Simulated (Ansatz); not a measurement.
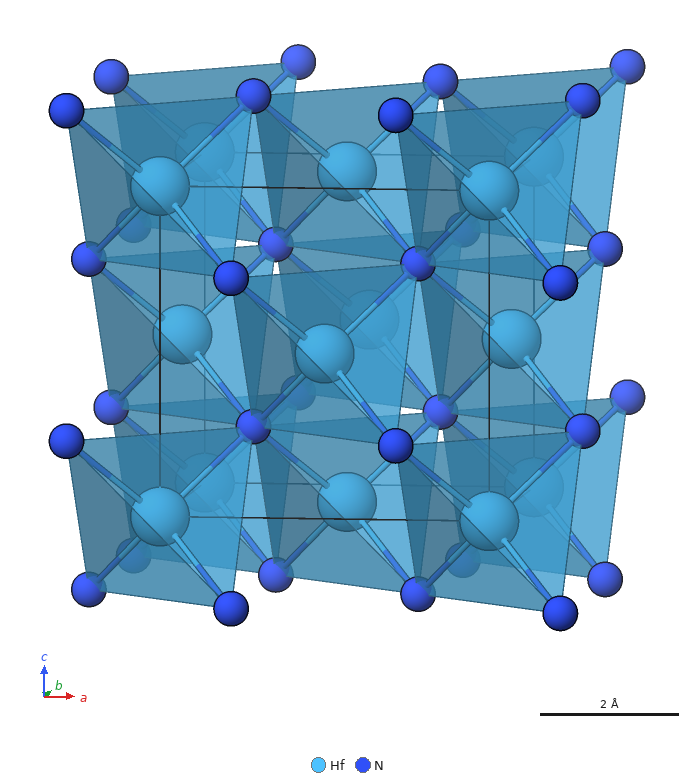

Figure 1. The structure as given in the input (polyhedral view of the cell 4 times as large as that of the calculation, set on its symmetry axes, seen at an oblique angle; polyhedra are completed across the faces of the cell). An atom can appear more than once, as a periodic image.

## Geometry relaxation of HfN

- system: HfN (2 atoms in the cell)
- method: DFT LDA, scalar-relativistic, plane waves, PAW, no spin polarisation (Ansatz 0.2.0)

The structure derives from a Materials Project entry.

Output:
```
Engine: ansatz 0.2.0, aarch64-unknown-linux-gnu
Pseudopotentials: kind: paw
Pseudopotential: Hf, paw, valence charge 26, recommended cutoff 420 eV (normal), Hf.paw.azcp
Pseudopotential: N, paw, valence charge 5, recommended cutoff 420 eV (normal), N.paw.azcp
Functional definition: SPW92
  exchange = slater_x
  correlation = pw_c
Crystal: 2 atoms, lattice volume = 28.203 Å³
Basis set: ecut = 420 eV, 537 PW (Γ)
Bands: 20, of which v1, the nominal top of the filled ones, is band 16 counted from 1 (15 counted from 0)
Symmetry: 24 space group operations
Space group: F-43m (ITA 216), of the structure as read, at distance tolerance 3.0e-5 Å
k-points: 145 of 4096 (time reversal used)
Non-local potential: Hf, projectors of the file, l = 0: 3, l = 1: 2, l = 2: 2, l = 3: 3
Non-local potential: N, projectors of the file, l = 0: 2, l = 1: 2, l = 2: 1
PAW form: soft (Blöchl's): semilocal exchange-correlation on the pseudo side does not see the compensation charge
PAW frozen core: Hf, regenerated for the run's functional, and the local potential with it (the file was generated under x = pbe(κ = 0.804, μ = 0.2195149727645171), c = pbe(β = 0.06672455060314922))
PAW frozen core: N, regenerated for the run's functional, and the local potential with it (the file was generated under x = pbe(κ = 0.804, μ = 0.2195149727645171), c = pbe(β = 0.06672455060314922))
PAW one-centre angular grid: Hf, 590 points (default); XC on 64 Gauss nodes
PAW one-centre angular grid: N, 110 points (default); XC on 64 Gauss nodes
Initial density: superposition of atomic densities (neutral atoms: chi_scale 0, normalization atom), corrected by the library's trained network
Initial wavefunctions: pseudopotential atomic-orbital guess
Functional: x = slater, c = lda
SCF iter   1: F=—  HF=-15853.906559 eV  |F-HF|=—  |Δ(HF+E_count)|=         —  Δρ=1.50e-2  dr2=6.94e-2  ethr=1.77e-3  ⟨swp⟩=4.6  Hψ=11448  notcnv=0
preconditioner: auto → Kerker (q_TF=auto, 2.772 Å⁻¹)  [metal: Δε(μ)=0.039 eV  Ē_g=18.466 eV  σ=0.100 eV  W_gap=0.22  n_scr=14 (ndim 8)  ℏωp=37.7 eV  f_vac=0.002  D(μ)=0.49/eV (n_scr^D=0)]
SCF iter   2: F=—  HF=-15853.890855 eV  |F-HF|=—  |Δ(HF+E_count)|=   1.57e-2  Δρ=4.21e-3  dr2=3.80e-3  ethr=2.24e-4  ⟨swp⟩=2.0  Hψ=4411  notcnv=0  defer=52
SCF iter   3: F=—  HF=-15853.890290 eV  |F-HF|=—  |Δ(HF+E_count)|=   5.65e-4  Δρ=2.16e-3  dr2=1.02e-3  ethr=1.22e-5  ⟨swp⟩=2.0  Hψ=4227  notcnv=0  defer=52
SCF iter   4: F=—  HF=-15853.890123 eV  |F-HF|=—  |Δ(HF+E_count)|=   1.67e-4  Δρ=1.12e-3  dr2=3.04e-4  ethr=3.31e-6  ⟨swp⟩=2.3  Hψ=4800  notcnv=0  defer=52
SCF iter   5: F=—  HF=-15853.890076 eV  |F-HF|=—  |Δ(HF+E_count)|=   4.62e-5  Δρ=3.61e-4  dr2=3.69e-5  ethr=9.79e-7  ⟨swp⟩=2.5  Hψ=4788  notcnv=0  defer=52
SCF iter   6: F=—  HF=-15853.890073 eV  |F-HF|=—  |Δ(HF+E_count)|=   3.18e-6  Δρ=1.01e-4  dr2=2.05e-6  ethr=1.19e-7  ⟨swp⟩=2.0  Hψ=4100  notcnv=0  defer=52
SCF iter   7: F=—  HF=-15853.890071 eV  |F-HF|=—  |Δ(HF+E_count)|=   1.95e-6  Δρ=2.59e-5  dr2=1.68e-7  ethr=6.62e-9  ⟨swp⟩=2.4  Hψ=5351  notcnv=0  defer=52
SCF iter   8: F=-15853.890071 eV  HF=-15853.890071 eV  |F-HF|=4.76e-9  |Δ(HF+E_count)|=   1.49e-7  Δρ=6.27e-6  dr2=9.02e-9  ethr=3.23e-10  ⟨swp⟩=10.3  Hψ=19712  notcnv=0
SCF 1 converged in 8 iterations: F = -15853.890071 eV  dr2 = 9.02e-9
  Residual-converged pass: ⟨swp⟩=1.0  Hψ=3482  notcnv=0  max |occ|·‖R‖ = 7.1e-9 eV (tolerance 1.0e-8 eV)  dr2=9.02e-9  dr2_onsite=2.45e-9  max |Δocc| = 6.2e-11
  greatest PAW one-centre occupation: 0.998 electrons in one spin orbital (limit 2), on the Hf atom at site 0 (counted from 0), in its partial waves of l = 3
relax step   1: F+E_penalty+E_count = -15853.89007119 eV  Δ(F+E_penalty+E_count) = +0.000e0 eV  max|allowed force component| = 4.441e-16 eV/Å  Δτ_max = 0.0000 Å  P = -0.369 GPa  Ω = 28.203 Å³  (8 SCF iters, dr2 threshold 1.00e-7 eV, accepted)
Crystal: 2 atoms, lattice volume = 28.143 Å³
Initial density: handed on by an earlier stage of this run
Initial wavefunctions: those handed on with the density
iter 1 solved again at ethr=1.22e-7 eV; its pass at ethr=3.10e-3 eV (dr2=3.78e-5 eV) is discarded
SCF iter   1: F=—  HF=-15853.890318 eV  |F-HF|=—  |Δ(HF+E_count)|=         —  Δρ=3.45e-4  dr2=3.56e-5  ethr=1.22e-7  ⟨swp⟩=2.0  Hψ=13967  notcnv=0
preconditioner: auto → Kerker (q_TF=auto, 2.773 Å⁻¹)  [metal: Δε(μ)=0.063 eV  Ē_g=18.440 eV  σ=0.100 eV  W_gap=0.34  n_scr=14 (ndim 8)  ℏωp=37.7 eV  f_vac=0.008  D(μ)=0.49/eV (n_scr^D=0)]
SCF iter   2: F=—  HF=-15853.890310 eV  |F-HF|=—  |Δ(HF+E_count)|=   8.07e-6  Δρ=9.40e-5  dr2=3.39e-6  ethr=1.15e-7  ⟨swp⟩=2.0  Hψ=4129  notcnv=0
SCF iter   3: F=—  HF=-15853.890309 eV  |F-HF|=—  |Δ(HF+E_count)|=   5.83e-7  Δρ=5.39e-5  dr2=1.19e-6  ethr=1.09e-8  ⟨swp⟩=2.4  Hψ=4980  notcnv=0
SCF iter   4: F=—  HF=-15853.890309 eV  |F-HF|=—  |Δ(HF+E_count)|=   2.21e-7  Δρ=2.04e-5  dr2=1.19e-7  ethr=6.45e-10  ⟨swp⟩=6.3  Hψ=19662  notcnv=0
SCF iter   5: F=-15853.890309 eV  HF=-15853.890309 eV  |F-HF|=1.45e-8  |Δ(HF+E_count)|=   1.99e-7  Δρ=9.50e-6  dr2=2.23e-8  ethr=3.84e-10  ⟨swp⟩=8.7  Hψ=18935  notcnv=0
SCF 2 converged in 5 iterations: F = -15853.890309 eV  dr2 = 2.23e-8
  Residual-converged pass: ⟨swp⟩=1.0  Hψ=3482  notcnv=0  max |occ|·‖R‖ = 7.1e-9 eV (tolerance 1.0e-8 eV)  dr2=2.23e-8  dr2_onsite=2.32e-8  max |Δocc| = 5.0e-11
relax step   2: F+E_penalty+E_count = -15853.89030904 eV  Δ(F+E_penalty+E_count) = -2.379e-4 eV  max|allowed force component| = 1.665e-16 eV/Å  Δτ_max = 0.0000 Å  P = +0.101 GPa  Ω = 28.143 Å³  energy of the carried Pulay correction = +1.874e-4 eV  (5 SCF iters, dr2 threshold 2.00e-7 eV, accepted)
Crystal: 2 atoms, lattice volume = 28.156 Å³
iter 1 solved again at ethr=5.22e-9 eV; its pass at ethr=3.10e-3 eV (dr2=1.62e-6 eV) is discarded
SCF iter   1: F=—  HF=-15853.890273 eV  |F-HF|=—  |Δ(HF+E_count)|=         —  Δρ=7.28e-5  dr2=1.52e-6  ethr=5.22e-9  ⟨swp⟩=2.0  Hψ=13982  notcnv=0
preconditioner: auto → Kerker (q_TF=auto, 2.772 Å⁻¹)  [metal: Δε(μ)=0.063 eV  Ē_g=18.439 eV  σ=0.100 eV  W_gap=0.34  n_scr=14 (ndim 8)  ℏωp=37.7 eV  f_vac=0.008  D(μ)=0.49/eV (n_scr^D=0)]
SCF iter   2: F=—  HF=-15853.890273 eV  |F-HF|=—  |Δ(HF+E_count)|=   3.16e-7  Δρ=1.97e-5  dr2=1.16e-7  ethr=4.89e-9  ⟨swp⟩=2.0  Hψ=4156  notcnv=0
SCF iter   3: F=—  HF=-15853.890273 eV  |F-HF|=—  |Δ(HF+E_count)|=  5.09e-10  Δρ=1.08e-5  dr2=3.96e-8  ethr=8.26e-11  ⟨swp⟩=7.2  Hψ=16834  notcnv=0
SCF iter   4: F=—  HF=-15853.890273 eV  |F-HF|=—  |Δ(HF+E_count)|=   5.65e-9  Δρ=4.34e-6  dr2=4.95e-9  ethr=8.26e-11  ⟨swp⟩=7.9  Hψ=17484  notcnv=0
SCF iter   5: F=-15853.890273 eV  HF=-15853.890273 eV  |F-HF|=1.91e-10  |Δ(HF+E_count)|=   7.88e-9  Δρ=1.79e-6  dr2=1.15e-9  ethr=1.60e-11  ⟨swp⟩=7.8  Hψ=16751  notcnv=0
SCF 3 converged in 5 iterations: F = -15853.890273 eV  dr2 = 1.15e-9
  Residual-converged pass: ⟨swp⟩=1.5  Hψ=4025  notcnv=0  max |occ|·‖R‖ = 7.0e-9 eV (tolerance 1.0e-8 eV)  dr2=1.15e-9  dr2_onsite=9.01e-10  max |Δocc| = 6.7e-12
relax step   3: F+E_penalty+E_count = -15853.89027282 eV  Δ(F+E_penalty+E_count) = +3.622e-5 eV  max|allowed force component| = 3.516e-16 eV/Å  Δτ_max = 0.0000 Å  P = +0.000 GPa  Ω = 28.156 Å³  energy of the carried Pulay correction = +1.471e-4 eV  (5 SCF iters, dr2 threshold 2.56e-8 eV, accepted)
Initial wavefunctions: pseudopotential atomic-orbital guess (no wavefunctions were taken with the density)
iter 1 solved again at ethr=2.16e-8 eV; its pass at ethr=3.10e-3 eV (dr2=6.68e-6 eV) is discarded
SCF iter   1: F=—  HF=-15853.890142 eV  |F-HF|=—  |Δ(HF+E_count)|=         —  Δρ=9.81e-6  dr2=6.50e-9  ethr=2.16e-8  ⟨swp⟩=3.2  Hψ=20011  notcnv=0
SCF iter   2: F=—  HF=-15853.890142 eV  |F-HF|=—  |Δ(HF+E_count)|=   8.14e-7  Δρ=4.92e-6  dr2=1.78e-9  ethr=2.10e-11  ⟨swp⟩=2.1  Hψ=5061  notcnv=0
SCF iter   3: F=—  HF=-15853.890142 eV  |F-HF|=—  |Δ(HF+E_count)|=  2.98e-10  Δρ=2.53e-6  dr2=4.77e-10  ethr=5.73e-12  ⟨swp⟩=2.0  Hψ=5077  notcnv=0
SCF iter   4: F=—  HF=-15853.890142 eV  |F-HF|=—  |Δ(HF+E_count)|=  2.16e-10  Δρ=4.35e-7  dr2=6.26e-11  ethr=1.54e-12  ⟨swp⟩=2.0  Hψ=5145  notcnv=0
SCF iter   5: F=-15853.890142 eV  HF=-15853.890142 eV  |F-HF|=1.82e-12  |Δ(HF+E_count)|=  2.36e-11  Δρ=3.01e-7  dr2=1.93e-11  ethr=1.00e-12  ⟨swp⟩=5.8  Hψ=13358  notcnv=0
SCF 4 converged in 5 iterations: F = -15853.890142 eV  dr2 = 1.93e-11
relax step   4: F+E_penalty+E_count = -15853.89014151 eV  Δ(F+E_penalty+E_count) = +1.313e-4 eV  max|allowed force component| = 3.793e-16 eV/Å  Δτ_max = 0.0000 Å  P = -0.008 GPa  Ω = 28.156 Å³  stress off target by 7.52e-3 GPa  SCF on the basis re-selected at this cell (its energy is not comparable with the rows above)  (5 SCF iters)
```

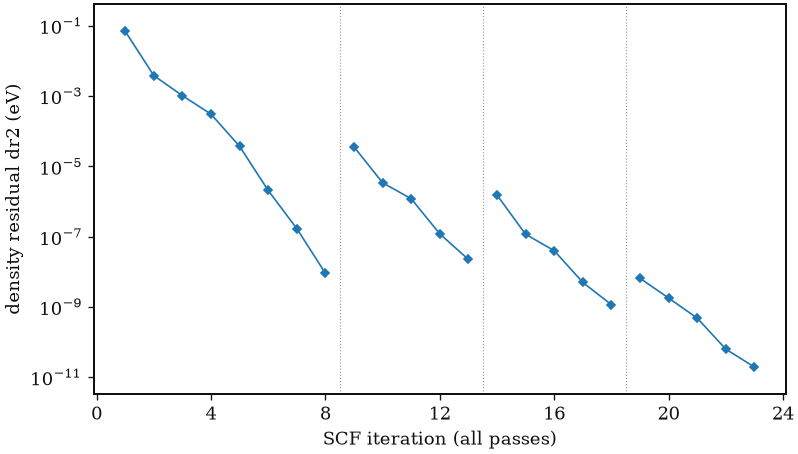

Figure 2. Convergence of the self-consistent field: density residual dr2 against the SCF iteration. The dotted lines part the SCF passes of the relaxation: geometry steps, rejected trials and re-solves on a re-selected basis. The passes take 8, 5, 5 and 5 iterations.

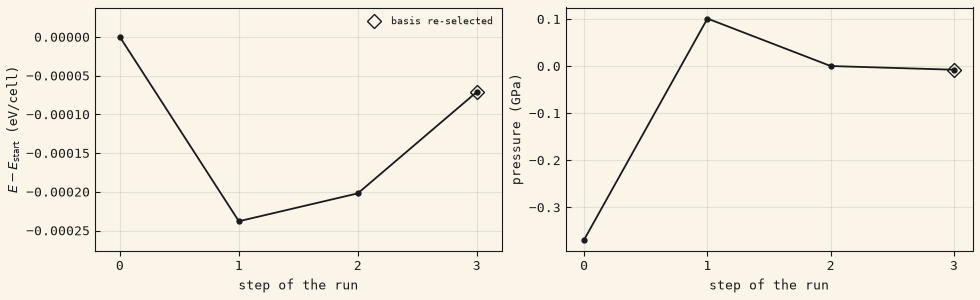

Figure 3. Progress of the relaxation, step by step (the first geometry is step 0 here and step 1 in the log). The atoms keep their places relative to the cell (all moves are under 0.005 Å). Over 2 geometry steps the energy falls by 0.2 meV per cell of the calculation. All forces vanish by symmetry, so only the cell relaxes. The pressure goes from −0.37 to −0.01 GPa. A last SCF at the same geometry on a re-selected plane-wave basis shifts the energy by +0.1 meV per cell of the calculation.

```
basis re-selected at this cell: Δ(F+E_penalty+E_count) = +1.313e-4 eV, ΔP = -0.008 GPa vs the last step (what re-selecting the basis moved, of the pressure what is left beyond the Pulay correction that the steps carried, after the strain that the cell walked since its last selection, with what the two solves' SCF thresholds leave and, on support functions, any second-order correction that the steps lacked; it is no measure of the basis error at this ecutwfc). This SCF's stress stands 7.52e-3 GPa from its target on what of the cell is left free (relax.cell.stress_tol is 5.00e-2 GPa) and its largest allowed force component is 3.79e-16 eV/Å (relax.f_tol is 5.00e-3 eV/Å): within both
SCF converged after 5 iterations
Free energy (F): -15853.890142 eV
Harris-Foulkes:  -15853.890142 eV  (|F-HF|=1.82e-12)
Internal energy: -15853.887693 eV  (E = F + TS)
E sigma→0 (E₀):  -15853.888917 eV
Entropy (-TS):   -0.002448 eV (-1.224 meV/atom)
Fermi energy:    18.463174 eV
--- Per-component energies (eV) ---
  E_band       = 26.934924
  E_kinetic    = 556.620670
  E_local      = -5532.577762  (includes V_loc(G=0)·N_el)
  E_nonlocal   = -1184.529090
  E_hartree    = 2569.077397
  E_xc         = -357.683926
  E_vxc        = -343.466759  (∫ρ·V_xc dr)
  E_paw        = -6804.789309  (= ΣΔE_a)
  E_vpaw       = 1392.733057  (= ΣTr[D̂ρ^β])
  E_aug_tail   = 0.000088  (compensation charges beyond the density's cutoff)
  E_ewald      = -5102.543048
  E_core_change = 2.537287  (= ΣΔE_core)
  E_smearing   = -0.002448  (= −TS)
  E_closure    = 0.000000  (closes the sum)
  Σ components = -15853.890142   (vs F -15853.890142, Δ=0.00e0)
--- Forces (eV/Å), atoms counted from 1 ---
  atom   1  Hf     0.00000000     0.00000000     0.00000000
  atom   2  N     -0.00000000    -0.00000000    -0.00000000
  max |Σ_I F_I| component: 5.55e-17 eV/Å
--- Stress (GPa, compression-positive) ---
       -0.007519      -0.000000      -0.000000
       -0.000000      -0.007519       0.000000
       -0.000000       0.000000      -0.007519
  P = ⅓ Tr σ = -0.0075 GPa (-0.075 kbar)
--- Band table (eV; the first three rows and the last of 145) ---
  k-point 0: bands = ["-43.8614", "-12.4451", "-12.4451", "-12.4451", "2.1335", "6.1484", "6.1484", "6.1484", "6.2309", "6.2309", "6.2309", "6.3034", "12.7865", "12.7865", "12.7865", "18.0161", "20.6883", "20.6883", "25.3282", "25.3282"]
  k-point 1: bands = ["-43.8604", "-12.4686", "-12.4481", "-12.4481", "2.1865", "6.1486", "6.1495", "6.1495", "6.2289", "6.2289", "6.2309", "6.3060", "12.6972", "12.8186", "12.8186", "18.2320", "20.6142", "20.6142", "25.2162", "25.4391"]
  k-point 2: bands = ["-43.8574", "-12.5346", "-12.4565", "-12.4565", "2.3353", "6.1495", "6.1527", "6.1527", "6.2236", "6.2236", "6.2311", "6.3127", "12.4939", "12.9074", "12.9074", "18.7963", "20.4478", "20.4478", "24.9367", "25.6816"]
  k-point 144: bands = ["-43.8253", "-12.9082", "-12.7547", "-12.6454", "3.8344", "6.1491", "6.1736", "6.1918", "6.1922", "6.1944", "6.2082", "6.2904", "12.6057", "13.2609", "14.8644", "17.1440", "19.8585", "22.1671", "23.7898", "25.3721"]
--- Relaxed structure (3 steps of the walk, 3 accepted, 1 SCFs on fresh bases) ---
  F+E_penalty+E_count = -15853.89014151 eV   max|allowed force component| = 3.793e-16 eV/Å   (the final SCF, on the basis selected at the relaxed cell)
  cell:  # Å, volume = 28.1561 Å³
    - [1.2228892878949414e-33, 2.4146129775421117, 2.4146129775421117]
    - [2.4146129775421117, 2.8024546180925743e-33, 2.4146129775421117]
    - [2.4146129775421117, 2.4146129775421117, 4.483927388948119e-33]
  atoms:
    - { symbol: Hf, position: [7.041645555845098e-34, -1.0230315241510803e-33, -8.370257924872473e-34] }
    - { symbol: N, position: [0.7499999999999999, 0.7499999999999999, 0.7499999999999999] }
```

Trajectory as extended XYZ (Å, eV, eV/Å), 4 frames, from step=1 to step=4:
```
2
Lattice="0.0000 2.4160 2.4160 2.4160 0.0000 2.4160 2.4160 2.4160 0.0000" Properties=species:S:1:pos:R:3:forces:R:3 step=1 energy=-15853.89007 pressure_GPa=-0.37
Hf    0.0000    0.0000    0.0000    0.0000   0.0000   0.0000
N     3.6239    3.6239    3.6239    0.0000   0.0000   0.0000
2
Lattice="0.0000 2.4142 2.4142 2.4142 0.0000 2.4142 2.4142 2.4142 0.0000" Properties=species:S:1:pos:R:3:forces:R:3 step=2 energy=-15853.89031 pressure_GPa=0.10
Hf    0.0000    0.0000    0.0000    0.0000   0.0000   0.0000
N     3.6214    3.6214    3.6214    0.0000   0.0000   0.0000
2
Lattice="0.0000 2.4146 2.4146 2.4146 0.0000 2.4146 2.4146 2.4146 0.0000" Properties=species:S:1:pos:R:3:forces:R:3 step=3 energy=-15853.89027 pressure_GPa=0.00
Hf    0.0000    0.0000    0.0000    0.0000   0.0000   0.0000
N     3.6219    3.6219    3.6219    0.0000   0.0000   0.0000
2
Lattice="0.0000 2.4146 2.4146 2.4146 0.0000 2.4146 2.4146 2.4146 0.0000" Properties=species:S:1:pos:R:3:forces:R:3 step=4 energy=-15853.89014 pressure_GPa=-0.01
Hf    0.0000    0.0000    0.0000    0.0000   0.0000   0.0000
N     3.6219    3.6219    3.6219    0.0000   0.0000   0.0000
```

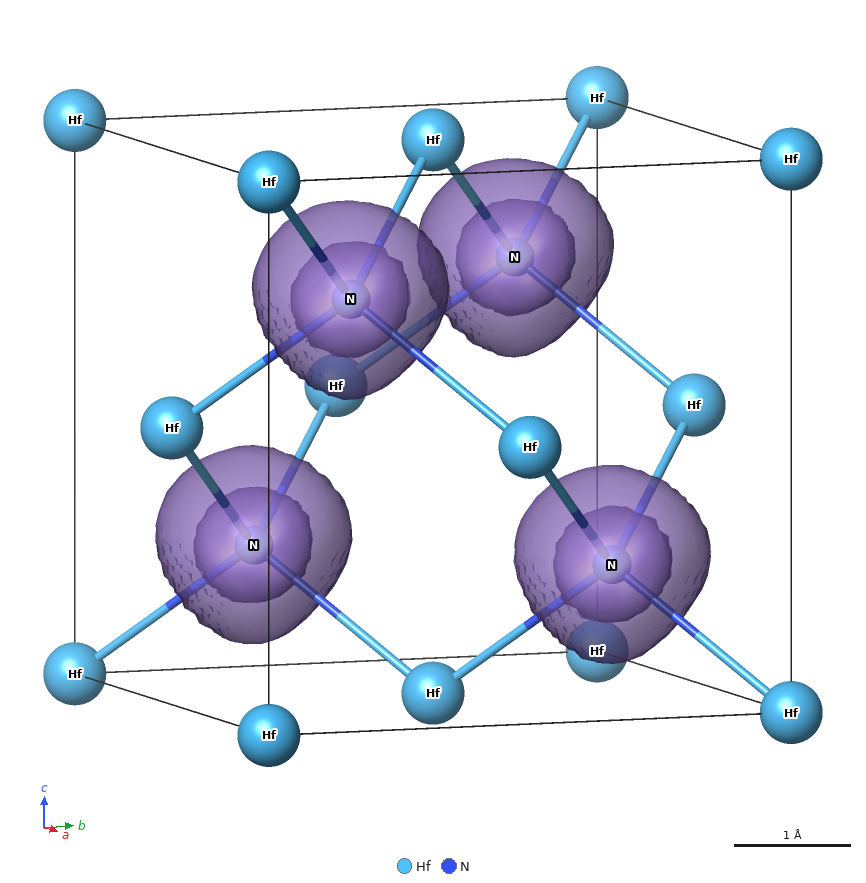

Figure 4. Isosurface of the electron localisation function at 0.75 (purple), seen slightly off an axis. Only the valence region is drawn (cores and ρ < 0.01 e/Å³ removed). Sticks mark near contacts. The outline is the cell set on symmetry axes. Values along the shortest contacts: Hf–N (2.09 Å): the ELF peaks at about 0.80 in the valence shell of N, 0.6 Å from its nucleus, and drops to about 0.25 between the two atoms; a polar contact without a shared pair, in a metal. Core electrons are frozen (PAW), so the fields are smoothed inside the atomic spheres.

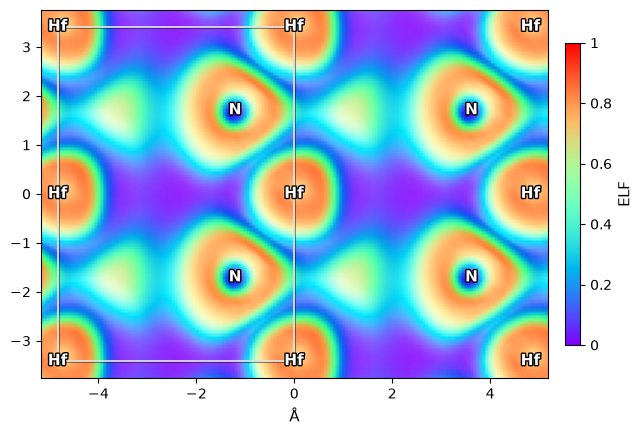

Figure 5. Electron localisation function on the (011) plane of the conventional cell. Atoms in the plane: Hf and N. Hf–N (2.09 Å): the ELF peaks at about 0.80 in the valence shell of N, 0.6 Å from its nucleus, and drops to about 0.25 between the two atoms; a polar contact without a shared pair, in a metal. 5. The strong features right at Hf lie inside the PAW spheres (semicore, d or f shells) and say nothing about bonding.

This output came from the following input.

Input:
```yaml
crystal:
  lattice:
    - [0.0, 2.4159666999, 2.4159666999]
    - [2.4159666999, 0.0, 2.4159666999]
    - [2.4159666999, 2.4159666999, 0.0]
  atoms:
    - { symbol: Hf, position: [0.0, 0.0, 0.0] }
    - { symbol: "N", position: [0.75, 0.75, 0.75] }
basis:
  ecutwfc: 420
kpoints:
  mp_grid: { grid: [16, 16, 16] }
hamiltonian:
  xc: lda
scf:
  occupations: { method: gaussian, width: 0.1 }
output:
  forces: true
  stress: true
  eigenvalues: true
  write_density: true
  write_potential: true
  elf: true
  volumetric_format: npy
relax:
  adjacent_minimum: "off"
  f_tol: 0.005
  max_steps: 80
  cell: { stress_tol: 0.05 }
```

Run as:
```bash
ansatz run input.yaml --threads 2 --pin off --max-ram 5120MiB --backend cpu --events-out ev --progress --plain --runs-dir out
```

Key numbers:

- outcome: converged
- space group (tolerance 0.01 Å): F-43m (216)
- electrons treated: 31
- free energy: −15853.8901 eV
- Fermi energy: 18.463 eV
- gap on the k-point mesh: none (metallic)
- pressure: −0.01 GPa
- final volume: 28.16 Å³
- largest force (length of the vector) at the end: under 0.001 eV/Å
- final cell: a = 3.415 Å, b = 3.415 Å, c = 3.415 Å, α = 60.00°, β = 60.00°, γ = 60.00°
- hardware: 2 threads of Arm Neoverse V2, 24 GiB of memory available, shared host
- wall time: 18 s (CPU time 35 s)
- peak memory: 0.39 GiB

Notes:

Spin–orbit coupling is left out, which matters for Hf. The cell holds an odd number of electrons but the run has no spin polarisation, so a band is left half filled.
